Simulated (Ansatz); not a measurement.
**What a change does: geometry relaxation on WC**

System: WC (P-6m2, 2 atoms in the cell).
Method of run 1: Kohn-Sham DFT of a periodic cell, revPBE with D3(BJ), all-electron LAPW, scalar-relativistic, no spin polarisation (Ansatz 0.2.0).

The structure derives from an entry of the Crystallography Open Database. Text and figures count atoms from 1; the logs count them from 0 in places.

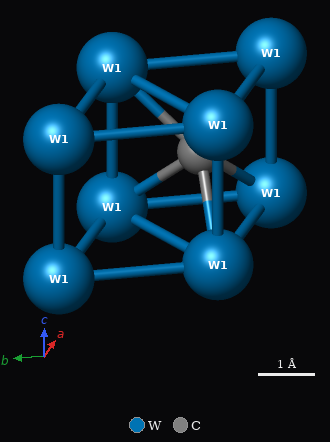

Figure 1. The starting structure (ball-and-stick view of the cell of the calculation, seen at an oblique angle; atoms are numbered from 1 in the order of the input). Near neighbours in the crystal (not all of them lie inside the picture): W has 6 C at 2.20 Å and 8 W at 2.84 to 2.91 Å; C has 6 W at 2.20 Å.

### Input, run 1
```yaml
crystal:
  lattice:
    - [2.9065, 0.0, 0.0]
    - [-1.45325, 2.5171028361, 0.0]
    - [0.0, 0.0, 2.8366]
  atoms:
    - { symbol: W, position: [0.0, 0.0, 0.0] }
    - { symbol: C, position: [0.6666666667, 0.3333333333, 0.5] }
kpoints:
  mp_grid: { grid: [10, 10, 9] }
scf:
  occupations: { method: fermi_dirac, width: 0.05 }
hamiltonian:
  xc: revpbe
  dispersion: d3bj
  pseudopotentials: { kind: all_electron, lapw: { basis_error: 0.001 } }
output:
  forces: true
  stress: true
relax:
  f_tol: 0.01
  max_steps: 60
  cell: {}
```

Command:
```bash
ansatz run input.yaml --threads 1 --pin off --max-ram 3072MiB --backend cpu --events-out ev --progress --plain --runs-dir out
```

Hardware: 1 thread of Arm Neoverse V2, 24 GiB of memory available, shared host.

### Output, shortened to warnings, some set-up lines, iterations and results (run 1)
```
Basis set: ecut = 358.0481797161402 eV, 315 PW (Γ), exchange–correlation at level 2
Symmetry: 12 space group operations
k-points: 70 of 900 (time reversal used)
Initial density: superposition of atomic densities (chi_scale 0.1, normalization cell, long waves kept (reshape's long-wave potential 0.00 eV rms))
[...]
SCF iter   1: F=—  HF=-440252.543376 eV  |F-HF|=—  |Δ(HF+E_count)|=         —  Δρ=1.28e-1  dr2=4.20e0  ethr=8.41e-3  ⟨swp⟩=2.0  Hψ=12936  notcnv=0
SCF iter   2: F=—  HF=-440251.880262 eV  |F-HF|=—  |Δ(HF+E_count)|=   6.63e-1  Δρ=8.78e-2  dr2=2.05e0  ethr=8.41e-3  ⟨swp⟩=3.0  Hψ=6563  notcnv=0
SCF iter   3: F=—  HF=-440251.050560 eV  |F-HF|=—  |Δ(HF+E_count)|=   8.30e-1  Δρ=1.60e-2  dr2=3.34e-2  ethr=6.68e-5  ⟨swp⟩=2.0  Hψ=10653  notcnv=0
SCF iter   4: F=—  HF=-440251.052422 eV  |F-HF|=—  |Δ(HF+E_count)|=         —  Δρ=3.30e-3  dr2=1.63e-3  ethr=6.68e-5  ⟨swp⟩=2.0  Hψ=6260  notcnv=0
SCF iter   5: F=—  HF=-440251.050724 eV  |F-HF|=—  |Δ(HF+E_count)|=   1.70e-3  Δρ=1.38e-3  dr2=5.05e-4  ethr=3.27e-6  ⟨swp⟩=2.0  Hψ=6026  notcnv=0
[... 24 lines ...]
relax step   4: F+E_penalty+E_count = -440251.05446541 eV  Δ(F+E_penalty+E_count) = -6.052e-5 eV  max|allowed force component| = 2.776e-17 eV/Å  Δτ_max = 0.0000 Å  P = -0.013 …
SCF iter   1: F=—  HF=-440251.054465 eV  |F-HF|=—  |Δ(HF+E_count)|=         —  Δρ=1.38e-5  dr2=3.94e-8  ethr=7.79e-11  ⟨swp⟩=5.3  Hψ=11286  notcnv=0  reapply=1
SCF iter   2: F=-440251.054465 eV  HF=-440251.054465 eV  |F-HF|=1.30e-8  |Δ(HF+E_count)|=   1.64e-7  Δρ=8.30e-6  dr2=1.36e-8  ethr=7.79e-11  ⟨swp⟩=3.0  Hψ=6372  notcnv=0
SCF 5 converged in 2 iterations: F = -440251.054465 eV  dr2 = 1.36e-8
relax step   5: F+E_penalty+E_count = -440251.05446467 eV  Δ(F+E_penalty+E_count) = +7.405e-7 eV  max|allowed force component| = 3.701e-17 eV/Å  Δτ_max = 0.0000 Å  P = -0.016 …
basis re-selected at this cell: Δ(F+E_penalty+E_count) = +7.405e-7 eV, ΔP = -0.003 GPa vs the last step (what re-selecting the basis moved, after the strain that the cell walked since its last selection, with what the two solves' SCF thresholds leave and, on support functions, any second-order …
SCF converged after 2 iterations
Free energy (F): -440251.054465 eV
Harris-Foulkes:  -440251.054465 eV  (|F-HF|=1.30e-8)
Internal energy: -440251.052593 eV  (E = F + TS)
E sigma→0 (E₀):  -440251.053529 eV
Entropy (-TS):   -0.001872 eV (-0.936 meV/atom)
Fermi energy:    26.096768 eV
--- Per-component energies (eV) ---
  E_band       = -4886.089218
  E_kinetic    = 492938.929478
  E_xc         = -8991.794360
  E_electrostatic = -924196.438683  (all electrons and nuclei)
  E_disp       = -1.749028  (pairwise vdW)
  E_smearing   = -0.001872  (= −TS)
  E_closure    = 0.000000  (closes the sum)
  E_atoms      = -440229.216812  (free atoms, spherical and without spin; not in F)
  Σ components = -440251.054465   (vs F -440251.054465, Δ=0.00e0)
  Basis errors (estimates in eV, not in F): energy 3.8e-4 per atom: plane waves 3.4e-4 (1.9e-4 summed), levels above the bands 6.2e-59, relativity 7.3e-8, radial functions 3.9e-5, core shells 4.0e-7; eigenvalues (radial functions only) 1.2e-6; not estimated: angular momenta, meshes, grids; target …
--- Forces (eV/Å), atoms counted from 1 ---
  atom   1  W      0.00000000     0.00000000     0.00000000
  atom   2  C      0.00000000     0.00000000    -0.00000000
  max |Σ_I F_I| component: 1.11e-16 eV/Å
--- Stress (GPa, compression-positive) ---
       -0.007104      -0.000000       0.000000
       -0.000000      -0.007104       0.000000
        0.000000       0.000000      -0.034035
  P = ⅓ Tr σ = -0.0161 GPa (-0.161 kbar)
--- Relaxed structure (4 steps of the walk, 4 accepted, 1 SCFs on fresh bases) ---
  F+E_penalty+E_count = -440251.05446467 eV   max|allowed force component| = 3.701e-17 eV/Å   (the final SCF, on the basis selected at the relaxed cell)
  cell:  # Å, volume = 20.4915 Å³
    - [2.89346585000037, -1.4470813436346171e-18, 3.394973856364401e-35]
    - [-1.446732925000185, 2.505814931083054, 1.2426466766133922e-35]
    - [3.3133262828013924e-35, 3.3133262828013924e-35, 2.8262184488133206]
  atoms:
    - { symbol: W, position: [-3.700743415524895e-17, 1.2752292813030737e-35, 0.0] }
[...]
```

For run 2 the input was changed thus:
```diff
-  xc: revpbe
-  dispersion: d3bj
+  xc: blyp
+  dispersion: d4
-  f_tol: 0.01
+  f_tol: 0.02
```

What does this change do to the results?

The total energies belong to different models, so their difference says nothing on which is more stable or more accurate. The volume per atom goes from 10.25 to 10.49 Å³. The functional changes from revPBE to BLYP. The SCF takes 22 iterations over all geometry steps against 24.

### Output, shortened to warnings, some set-up lines, iterations and results (run 2)
```
Basis set: ecut = 359.22143170010463 eV, 315 PW (Γ), exchange–correlation at level 2
Symmetry: 12 space group operations
k-points: 70 of 900 (time reversal used)
Initial density: superposition of atomic densities (chi_scale 0.1, normalization cell, long waves kept (reshape's long-wave potential 0.00 eV rms))
[...]
SCF iter   1: F=—  HF=-440267.678532 eV  |F-HF|=—  |Δ(HF+E_count)|=         —  Δρ=1.41e-1  dr2=5.13e0  ethr=1.03e-2  ⟨swp⟩=2.0  Hψ=12976  notcnv=0
SCF iter   2: F=—  HF=-440265.977681 eV  |F-HF|=—  |Δ(HF+E_count)|=    1.70e0  Δρ=2.97e-2  dr2=1.86e-1  ethr=3.72e-4  ⟨swp⟩=2.0  Hψ=10635  notcnv=0
SCF iter   3: F=—  HF=-440265.959866 eV  |F-HF|=—  |Δ(HF+E_count)|=   1.78e-2  Δρ=1.32e-2  dr2=1.60e-2  ethr=3.72e-4  ⟨swp⟩=3.0  Hψ=6553  notcnv=0
SCF iter   4: F=—  HF=-440265.969388 eV  |F-HF|=—  |Δ(HF+E_count)|=   9.52e-3  Δρ=4.68e-3  dr2=2.10e-3  ethr=3.19e-5  ⟨swp⟩=3.0  Hψ=6655  notcnv=0
SCF iter   5: F=—  HF=-440265.965882 eV  |F-HF|=—  |Δ(HF+E_count)|=   3.51e-3  Δρ=2.14e-3  dr2=6.10e-4  ethr=4.20e-6  ⟨swp⟩=3.0  Hψ=6388  notcnv=0
[... 22 lines ...]
relax step   4: F+E_penalty+E_count = -440265.96925059 eV  Δ(F+E_penalty+E_count) = -1.105e-6 eV  max|allowed force component| = 4.626e-17 eV/Å  Δτ_max = 0.0000 Å  P = +0.000 …
SCF iter   1: F=—  HF=-440265.969249 eV  |F-HF|=—  |Δ(HF+E_count)|=         —  Δρ=1.25e-5  dr2=2.25e-8  ethr=4.20e-11  ⟨swp⟩=5.2  Hψ=12187  notcnv=0  reapply=10
SCF iter   2: F=-440265.969249 eV  HF=-440265.969249 eV  |F-HF|=1.42e-8  |Δ(HF+E_count)|=   5.46e-7  Δρ=7.20e-6  dr2=1.10e-8  ethr=4.20e-11  ⟨swp⟩=3.0  Hψ=6378  notcnv=0
SCF 5 converged in 2 iterations: F = -440265.969249 eV  dr2 = 1.10e-8
relax step   5: F+E_penalty+E_count = -440265.96924873 eV  Δ(F+E_penalty+E_count) = +1.859e-6 eV  max|allowed force component| = 1.850e-17 eV/Å  Δτ_max = 0.0000 Å  P = +0.003 …
basis re-selected at this cell: Δ(F+E_penalty+E_count) = +1.859e-6 eV, ΔP = +0.003 GPa vs the last step (what re-selecting the basis moved, after the strain that the cell walked since its last selection, with what the two solves' SCF thresholds leave and, on support functions, any second-order …
SCF converged after 2 iterations
Free energy (F): -440265.969249 eV
Harris-Foulkes:  -440265.969249 eV  (|F-HF|=1.42e-8)
Internal energy: -440265.967134 eV  (E = F + TS)
E sigma→0 (E₀):  -440265.968191 eV
Entropy (-TS):   -0.002115 eV (-1.057 meV/atom)
Fermi energy:    25.806331 eV
--- Per-component energies (eV) ---
  E_band       = -4898.325970
  E_kinetic    = 492972.408638
  E_xc         = -9006.521612
  E_electrostatic = -924230.006841  (all electrons and nuclei)
  E_disp       = -1.847319  (pairwise vdW)
  E_smearing   = -0.002115  (= −TS)
  E_closure    = 0.000000  (closes the sum)
  E_atoms      = -440245.649070  (free atoms, spherical and without spin; not in F)
  Σ components = -440265.969249   (vs F -440265.969249, Δ=0.00e0)
  Basis errors (estimates in eV, not in F): energy 4.1e-4 per atom: plane waves 3.7e-4 (2.1e-4 summed), levels above the bands 1.2e-58, relativity 9.9e-8, radial functions 3.6e-5, core shells 3.3e-7; eigenvalues (radial functions only) 1.3e-6; not estimated: angular momenta, meshes, grids; target …
--- Forces (eV/Å), atoms counted from 1 ---
  atom   1  W      0.00000000     0.00000000     0.00000000
  atom   2  C     -0.00000000     0.00000000    -0.00000000
  max |Σ_I F_I| component: 1.48e-16 eV/Å
--- Stress (GPa, compression-positive) ---
        0.002275       0.000000       0.000000
        0.000000       0.002275       0.000000
        0.000000       0.000000       0.003719
  P = ⅓ Tr σ = 0.0028 GPa (0.028 kbar)
--- Relaxed structure (4 steps of the walk, 4 accepted, 1 SCFs on fresh bases) ---
  F+E_penalty+E_count = -440265.96924873 eV   max|allowed force component| = 1.850e-17 eV/Å   (the final SCF, on the basis selected at the relaxed cell)
  cell:  # Å, volume = 20.9877 Å³
    - [2.919643928423585, 1.4592691969549441e-18, 3.734471242000841e-34]
    - [-1.4598219642117924, 2.5284858120198193, 1.0728979837951727e-34]
    - [3.6446589110815318e-34, 3.975991539361672e-34, 2.842986070086318]
  atoms:
[...]
```

### The two runs side by side

| quantity | run 1 | run 2 |
| --- | --- | --- |
| outcome | converged | converged |
| free energy per atom (eV) | −220125.5272 | −220132.9846 |
| energy per atom, smearing taken to zero (eV) | −220125.5268 | −220132.9841 |
| pressure (GPa) | −0.02 | 0.00 |
| volume per atom (Å³) | 10.25 | 10.49 |
| largest force (eV/Å) | 0.000 | 0.000 |
| SCF iterations | 24 | 22 |
| irreducible k-points | 70 | 70 |
| wall time (shared host) | 68 s | 67 s |

For both runs: Spin–orbit coupling is left out, which matters for W.
